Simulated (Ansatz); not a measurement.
# Run report: SnO2, geometry relaxation

- system: SnO2 (P6₃/mmc, 6 atoms in the cell)
- method: DFT PBEsol+D3(BJ), scalar-relativistic, plane waves, PAW, PAW set soft_1, no spin polarisation (Ansatz 0.2.0)

The structure derives from a Materials Project entry. Figures and captions count atoms from 1; the log counts them from 0 in places.

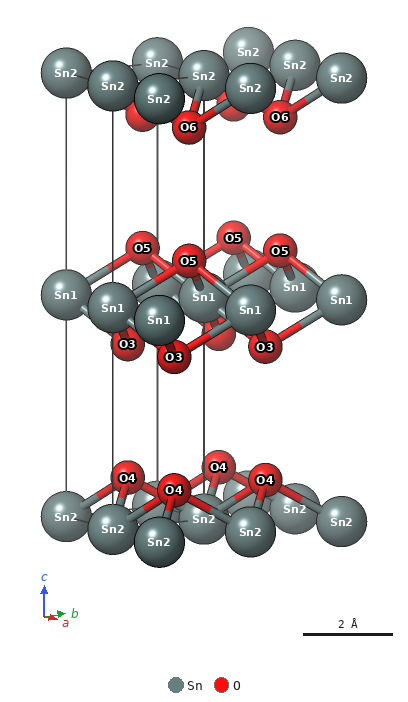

The structure as given in the input (ball-and-stick view of the cell of the calculation, repeated 2 × 2 × 1, seen at an oblique angle; atoms are numbered from 1 in the order of the input). An atom can appear more than once, as a periodic image. Near neighbours in the periodic cell (some may lie outside the picture): Sn has 6 O at 2.09 Å; O has 3 Sn at 2.09 Å.

**The input**
```yaml
crystal:
  lattice:
    - [3.1779419946, 0.0, 0.0]
    - [-1.5889709973, 2.7521784991, 0.0]
    - [0.0, 0.0, 10.1134263721]
  atoms:
    - { symbol: Sn, position: [0.0, 0.0, 0.5] }
    - { symbol: Sn, position: [0.0, 0.0, 0.0] }
    - { symbol: O, position: [0.6666666667, 0.3333333333, 0.4003665319] }
    - { symbol: O, position: [0.6666666667, 0.3333333333, 0.0996334681] }
    - { symbol: O, position: [0.3333333333, 0.6666666667, 0.5996334681] }
    - { symbol: O, position: [0.3333333333, 0.6666666667, 0.9003665319] }
basis:
  ecutwfc: 520.0
kpoints:
  mp_grid: { grid: [12, 12, 4] }
hamiltonian:
  xc: pbesol
  pseudopotentials: { kind: paw, azcp: { folder: soft_1 } }
  dispersion: d3bj
scf:
  occupations: { method: gaussian, width: 0.02 }
output:
  forces: true
  stress: true
  eigenvalues: true
relax:
  adjacent_minimum: "off"
  f_tol: 0.005
  max_steps: 80
  cell: { stress_tol: 0.05 }
```

Run as:
```bash
ansatz run input.yaml --threads 2 --pin off --max-ram 4096MiB --backend cpu --events-out ev --progress --plain --runs-dir out
```

**The program's output**
```
Warning: [file] the record states the generating functional pbe (its physics header spells it `PBE`), which answers neither for hamiltonian.xc's functional nor for the pbesol family's — results may be inconsistent (PPs are generated against a specific XC)
Warning: [file] the record states the generating functional pbe (its physics header spells it `PBE`), which answers neither for hamiltonian.xc's functional nor for the pbesol family's — results may be inconsistent (PPs are generated against a specific XC)
Engine: ansatz 0.2.0, aarch64-unknown-linux-gnu
Pseudopotentials: kind: paw
Pseudopotential: Sn, paw, valence charge 14, recommended cutoff 420 eV (normal), [file]
Pseudopotential: O, paw, valence charge 6, recommended cutoff 420 eV (normal), [file]
Functional definition: PBEsol
  exchange = pbesol_x
  correlation = pbesol_c
Crystal: 6 atoms, lattice volume = 88.455 Å³
Basis set: ecut = 520 eV, 2371 PW (Γ), exchange–correlation on 48×48×160 points (8 copies of the dense FFT grid, shifted against one another)
Bands: 32, of which v1, the nominal top of the filled ones, is band 26 counted from 1 (25 counted from 0)
Symmetry: 24 space group operations
Space group: P63/mmc (ITA 194), of the structure as read, at distance tolerance 4.5e-5 Å
k-points: 57 of 576
Non-local potential: Sn, projectors of the file, l = 0: 2, l = 1: 2, l = 2: 2, l = 3: 1
Non-local potential: O, projectors of the file, l = 0: 2, l = 1: 2, l = 2: 1
PAW form: soft (Blöchl's): semilocal exchange-correlation on the pseudo side does not see the compensation charge
PAW frozen core: Sn, regenerated for the run's functional, and the local potential with it (the file was generated under x = pbe(κ = 0.804, μ = 0.2195149727645171), c = pbe(β = 0.06672455060314922))
PAW frozen core: O, regenerated for the run's functional, and the local potential with it (the file was generated under x = pbe(κ = 0.804, μ = 0.2195149727645171), c = pbe(β = 0.06672455060314922))
PAW one-centre angular grid: Sn, 590 points (default); XC on 64 Gauss nodes
PAW one-centre angular grid: O, 110 points (default); XC on 64 Gauss nodes
Initial density: superposition of atomic densities (chi_scale 0.1, normalization cell, long waves kept (reshape's long-wave potential 0.13 eV rms))
Initial wavefunctions: pseudopotential atomic-orbital guess
Functional: x = pbesol(κ = 0.804, μ = 0.12345679012345678), c = pbesol(β = 0.046)
SCF iter   1: F=—  HF=-14143.690683 eV  |F-HF|=—  |Δ(HF+E_count)|=         —  Δρ=5.78e-2  dr2=2.48e0  ethr=3.10e-3  ⟨swp⟩=6.7  Hψ=8652  notcnv=0
preconditioner: auto → Resta (q_TF=auto, 2.497 Å⁻¹)  ε∞=3.2  [insulator: Δε(μ)=2.418 eV  Ē_g=19.371 eV  σ=0.020 eV  W_gap=1.00  n_scr=26 (ndim 8)  ℏωp=28.5 eV  f_vac=0.146  D(μ)=0.00/eV (n_scr^D=0)  ε∞_Penn≈3.2]
SCF iter   2: F=—  HF=-14143.159989 eV  |F-HF|=—  |Δ(HF+E_count)|=   5.31e-1  Δρ=2.99e-2  dr2=6.16e-1  ethr=3.10e-3  ⟨swp⟩=3.1  Hψ=4004  notcnv=0  defer=108
SCF iter   3: F=—  HF=-14143.036272 eV  |F-HF|=—  |Δ(HF+E_count)|=   1.24e-1  Δρ=8.84e-3  dr2=8.51e-2  ethr=1.19e-3  ⟨swp⟩=2.7  Hψ=3158  notcnv=0  defer=108
SCF iter   4: F=—  HF=-14143.025809 eV  |F-HF|=—  |Δ(HF+E_count)|=   1.05e-2  Δρ=2.57e-3  dr2=4.97e-3  ethr=1.64e-4  ⟨swp⟩=2.2  Hψ=2683  notcnv=0  defer=108
SCF iter   5: F=—  HF=-14143.030960 eV  |F-HF|=—  |Δ(HF+E_count)|=   5.15e-3  Δρ=8.34e-4  dr2=6.72e-4  ethr=9.56e-6  ⟨swp⟩=2.1  Hψ=2585  notcnv=0  defer=108
SCF iter   6: F=—  HF=-14143.032807 eV  |F-HF|=—  |Δ(HF+E_count)|=   1.85e-3  Δρ=1.36e-4  dr2=1.92e-5  ethr=1.29e-6  ⟨swp⟩=2.2  Hψ=2850  notcnv=0  defer=108
SCF iter   7: F=—  HF=-14143.032892 eV  |F-HF|=—  |Δ(HF+E_count)|=   8.51e-5  Δρ=2.81e-5  dr2=6.90e-7  ethr=3.69e-8  ⟨swp⟩=3.2  Hψ=3775  notcnv=0  defer=107
SCF iter   8: F=-14143.032895 eV  HF=-14143.032895 eV  |F-HF|=3.84e-8  |Δ(HF+E_count)|=   2.40e-6  Δρ=5.43e-6  dr2=2.15e-8  ethr=1.92e-10  ⟨swp⟩=12.9  Hψ=10332  notcnv=0
SCF 1 converged in 8 iterations: F = -14143.032895 eV  dr2 = 2.15e-8
  greatest PAW one-centre occupation: 0.996 electrons in one spin orbital (limit 2), on the Sn atom at site 1 (counted from 0), in its partial waves of l = 2
relax step   1: F+E_penalty+E_count = -14143.03289472 eV  Δ(F+E_penalty+E_count) = +0.000e0 eV  max|allowed force component| = 1.841e-4 eV/Å  Δτ_max = 0.0000 Å  P = -0.024 GPa  Ω = 88.455 Å³  (8 SCF iters, dr2 threshold 1.00e-7 eV, accepted)
Initial density: handed on by an earlier stage of this run
Initial wavefunctions: pseudopotential atomic-orbital guess (no wavefunctions were taken with the density)
iter 1 solved again at ethr=5.63e-8 eV; its pass at ethr=3.10e-3 eV (dr2=2.93e-5 eV) is discarded
SCF iter   1: F=—  HF=-14143.032896 eV  |F-HF|=—  |Δ(HF+E_count)|=         —  Δρ=5.70e-6  dr2=2.32e-8  ethr=5.63e-8  ⟨swp⟩=4.1  Hψ=14801  notcnv=0
preconditioner: auto → Resta (q_TF=auto, 2.497 Å⁻¹)  ε∞=3.3  [insulator: Δε(μ)=2.157 eV  Ē_g=18.816 eV  σ=0.020 eV  W_gap=1.00  n_scr=26 (ndim 8)  ℏωp=28.5 eV  f_vac=0.202  D(μ)=0.00/eV (n_scr^D=0)  ε∞_Penn≈3.3]
SCF iter   2: F=—  HF=-14143.032895 eV  |F-HF|=—  |Δ(HF+E_count)|=   1.12e-6  Δρ=2.97e-6  dr2=8.57e-9  ethr=4.46e-11  ⟨swp⟩=3.9  Hψ=4182  notcnv=0
SCF iter   3: F=—  HF=-14143.032895 eV  |F-HF|=—  |Δ(HF+E_count)|=   1.83e-8  Δρ=1.95e-6  dr2=2.98e-9  ethr=1.65e-11  ⟨swp⟩=2.3  Hψ=2891  notcnv=0
SCF iter   4: F=—  HF=-14143.032895 eV  |F-HF|=—  |Δ(HF+E_count)|=   2.90e-9  Δρ=5.23e-7  dr2=1.92e-10  ethr=5.72e-12  ⟨swp⟩=2.0  Hψ=2510  notcnv=0
SCF iter   5: F=-14143.032895 eV  HF=-14143.032895 eV  |F-HF|=2.55e-11  |Δ(HF+E_count)|=  6.02e-10  Δρ=9.36e-8  dr2=8.97e-12  ethr=1.00e-12  ⟨swp⟩=6.6  Hψ=8072  notcnv=0
SCF 2 converged in 5 iterations: F = -14143.032895 eV  dr2 = 8.97e-12
relax step   2: F+E_penalty+E_count = -14143.03289473 eV  Δ(F+E_penalty+E_count) = -8.558e-9 eV  max|allowed force component| = 1.978e-4 eV/Å  Δτ_max = 0.0000 Å  P = -0.024 GPa  Ω = 88.455 Å³  stress off target by 2.47e-2 GPa  SCF on the basis re-selected at this cell (its energy is not comparable with the rows above)  (5 SCF iters)
```

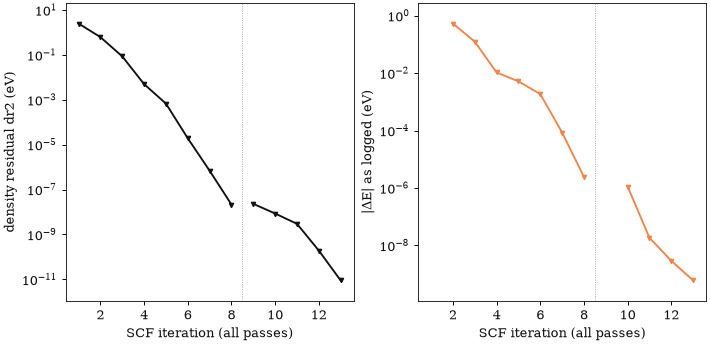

Convergence of the self-consistent field: density residual dr2 and size of the energy change against the SCF iteration. The dotted lines part the SCF passes of the relaxation: geometry steps, rejected trials and re-solves on a re-selected basis. The passes take 8 and 5 iterations.

```
basis re-selected at this cell: Δ(F+E_penalty+E_count) = -8.558e-9 eV, ΔP = -0.000 GPa vs the last step (what re-selecting the basis moved, of the pressure what is left beyond the Pulay correction that the steps carried, after the strain that the cell walked since its last selection, with what the two solves' SCF thresholds leave and, on support functions, any second-order correction that the steps lacked; it is no measure of the basis error at this ecutwfc). This SCF's stress stands 2.47e-2 GPa from its target on what of the cell is left free (relax.cell.stress_tol is 5.00e-2 GPa) and its largest allowed force component is 1.98e-4 eV/Å (relax.f_tol is 5.00e-3 eV/Å): within both
SCF converged after 5 iterations
Free energy (F): -14143.032895 eV
Harris-Foulkes:  -14143.032895 eV  (|F-HF|=2.55e-11)
Internal energy: -14143.032895 eV  (E = F + TS)
E sigma→0 (E₀):  -14143.032895 eV
Fermi energy:    6.907393 eV
--- Per-component energies (eV) ---
  E_band       = -284.899516
  E_kinetic    = 1013.640586
  E_local      = -4706.204358  (includes V_loc(G=0)·N_el)
  E_nonlocal   = 505.620236
  E_hartree    = 2127.228742
  E_xc         = -530.766156
  E_vxc        = -522.440401  (∫ρ·V_xc dr)
  E_paw        = -9226.987214  (= ΣΔE_a)
  E_vpaw       = -829.973957  (= ΣTr[D̂ρ^β])
  E_aug_tail   = 0.001004  (compensation charges beyond the density's cutoff)
  E_ewald      = -3325.352580
  E_disp       = -0.923986  (pairwise vdW)
  E_core_change = 0.710831  (= ΣΔE_core)
  E_smearing   = -0.000000  (= −TS)
  E_closure    = 0.000000  (closes the sum)
  Σ components = -14143.032895   (vs F -14143.032895, Δ=0.00e0)
--- Forces (eV/Å), atoms counted from 1 ---
  atom   1  Sn     0.00000000    -0.00000000     0.00000000
  atom   2  Sn    -0.00000000     0.00000000     0.00000000
  atom   3  O     -0.00000000    -0.00000000     0.00019782
  atom   4  O     -0.00000000    -0.00000000    -0.00019782
  atom   5  O     -0.00000000     0.00000000    -0.00019782
  atom   6  O      0.00000000     0.00000000     0.00019782
  max |Σ_I F_I| component: 9.25e-18 eV/Å
--- Stress (GPa, compression-positive) ---
       -0.024718       0.000000       0.000000
        0.000000      -0.024718       0.000000
        0.000000       0.000000      -0.022828
  P = ⅓ Tr σ = -0.0241 GPa (-0.241 kbar)
--- Band table (eV; the first three rows and the last of 57) ---
  k-point 0: bands = ["-14.2361", "-14.2330", "-13.9637", "-13.9637", "-13.9636", "-13.9636", "-13.7214", "-13.7214", "-13.7213", "-13.7213", "-12.3455", "-12.2864", "-10.5909", "-10.4927", "1.7495", "2.2238", "4.3406", "4.3406", "4.3899", "4.3899", "4.4668", "4.8531", "4.8531", "4.9037", "4.9037", "5.4247", "7.9856", "8.9715", "11.2176", "11.6992", "16.6534", "16.7731"]
  k-point 1: bands = ["-14.2357", "-14.2334", "-13.9637", "-13.9637", "-13.9636", "-13.9636", "-13.7214", "-13.7214", "-13.7213", "-13.7213", "-12.3372", "-12.2955", "-10.5761", "-10.5067", "1.8077", "2.1393", "4.3473", "4.3473", "4.3820", "4.3820", "4.6051", "4.8611", "4.8611", "4.8969", "4.8969", "5.2717", "8.1448", "8.8323", "11.2961", "11.6337", "16.6813", "16.7664"]
  k-point 2: bands = ["-14.2345", "-14.2345", "-13.9637", "-13.9637", "-13.9637", "-13.9637", "-13.7214", "-13.7214", "-13.7214", "-13.7214", "-12.3167", "-12.3167", "-10.5411", "-10.5411", "1.9611", "1.9611", "4.3641", "4.3641", "4.3641", "4.3641", "4.8796", "4.8796", "4.8796", "4.8796", "4.9318", "4.9318", "8.4976", "8.4976", "11.4709", "11.4709", "16.7344", "16.7344"]
  k-point 56: bands = ["-14.4681", "-14.4681", "-14.4622", "-14.4622", "-13.7591", "-13.7591", "-13.7589", "-13.7589", "-13.7094", "-13.7094", "-9.8700", "-9.8700", "-9.8117", "-9.8117", "-0.9370", "-0.9370", "1.8821", "1.8821", "1.9353", "1.9353", "2.8751", "2.8751", "5.2151", "5.2151", "5.6008", "5.6008", "12.1826", "12.1826", "15.4838", "15.4838", "15.9296", "15.9296"]
--- Relaxed structure (1 steps of the walk, 1 accepted, 1 SCFs on fresh bases) ---
  F+E_penalty+E_count = -14143.03289473 eV   max|allowed force component| = 1.978e-4 eV/Å   (the final SCF, on the basis selected at the relaxed cell)
  cell:  # Å, volume = 88.4547 Å³
    - [3.177941994613285, 0.0, 0.0]
    - [-1.5889709973066426, 2.7521784990884943, 0.0]
    - [0.0, 0.0, 10.1134263721]
  atoms:
    - { symbol: Sn, position: [0.0, 0.0, 0.5] }
    - { symbol: Sn, position: [0.0, 0.0, 0.0] }
    - { symbol: O, position: [0.6666666666666666, 0.3333333333333333, 0.40036653190000004] }
    - { symbol: O, position: [0.6666666666666666, 0.3333333333333333, 0.0996334681] }
    - { symbol: O, position: [0.3333333333333333, 0.6666666666666666, 0.5996334681000001] }
    - { symbol: O, position: [0.3333333333333333, 0.6666666666666666, 0.9003665319000002] }
```

**Trajectory as extended XYZ (Å, eV, eV/Å), 2 frames, from step=1 to step=2**
```
6
Lattice="3.1779 0.0000 0.0000 -1.5890 2.7522 0.0000 0.0000 0.0000 10.1134" Properties=species:S:1:pos:R:3:forces:R:3 step=1 energy=-14143.03290 pressure_GPa=-0.02
Sn    0.0000    0.0000    5.0567    0.0000   0.0000   0.0000
Sn    0.0000    0.0000    0.0000    0.0000   0.0000   0.0000
O     1.5890    0.9174    4.0491    0.0000   0.0000   0.0002
O     1.5890    0.9174    1.0076    0.0000   0.0000  -0.0002
O     0.0000    1.8348    6.0643    0.0000   0.0000  -0.0002
O     0.0000    1.8348    9.1058    0.0000   0.0000   0.0002
6
Lattice="3.1779 0.0000 0.0000 -1.5890 2.7522 0.0000 0.0000 0.0000 10.1134" Properties=species:S:1:pos:R:3:forces:R:3 step=2 energy=-14143.03290 pressure_GPa=-0.02
Sn    0.0000    0.0000    5.0567    0.0000   0.0000   0.0000
Sn    0.0000    0.0000    0.0000    0.0000   0.0000   0.0000
O     1.5890    0.9174    4.0491    0.0000   0.0000   0.0002
O     1.5890    0.9174    1.0076    0.0000   0.0000  -0.0002
O     0.0000    1.8348    6.0643    0.0000   0.0000  -0.0002
O     0.0000    1.8348    9.1058    0.0000   0.0000   0.0002
```

**Key numbers**

```json
{"quantity": "outcome", "value": "converged"}
{"quantity": "space group (tolerance 0.01 Å)", "value": "P6₃/mmc (194)"}
{"quantity": "electrons treated", "value": "52"}
{"quantity": "free energy", "value": "−14143.0329 eV"}
{"quantity": "Fermi energy", "value": "6.907 eV"}
{"quantity": "gap on the k-point mesh", "value": "2.16 eV"}
{"quantity": "pressure", "value": "−0.02 GPa"}
{"quantity": "final volume", "value": "88.45 Å³"}
{"quantity": "largest force (length of the vector) at the end", "value": "under 0.001 eV/Å"}
{"quantity": "final cell", "value": "a = 3.178 Å, b = 3.178 Å, c = 10.113 Å, α = 90.00°, β = 90.00°, γ = 120.00°"}
{"quantity": "hardware", "value": "2 threads of Arm Neoverse N1, 98 GiB of memory available, shared host"}
{"quantity": "wall time", "value": "25 s (CPU time 50 s)"}
{"quantity": "peak memory", "value": "0.48 GiB"}
```

The program warns: the PAW datasets were made with another functional.
